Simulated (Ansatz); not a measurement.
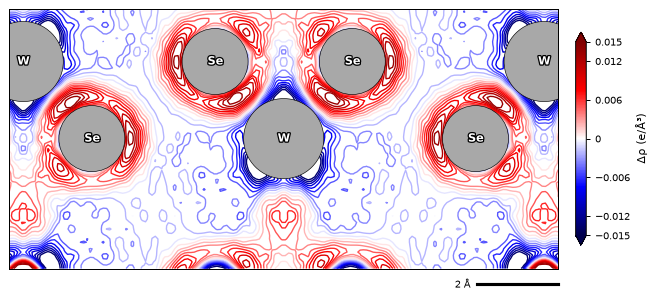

WSe₂. Difference of the valence pseudo-densities of two functionals at the same geometry, on the (110) plane of the calculation cell: one of LDA and r2SCAN less the other.

Both computed with Ansatz (plane waves, PAW), on the same k-point mesh. Grey discs cover the atomic cores.

### Which was subtracted from which, and what does the map show?

It is r2SCAN less LDA. Against LDA, r2SCAN gives less density around W (−0.007 e/Å³ on average at 1.1 Å from the nucleus), more density around Se (+0.009 e/Å³ on average at 1.0 Å from the nucleus) and a change of +0.009 e/Å³ at the midpoint of W–Se.
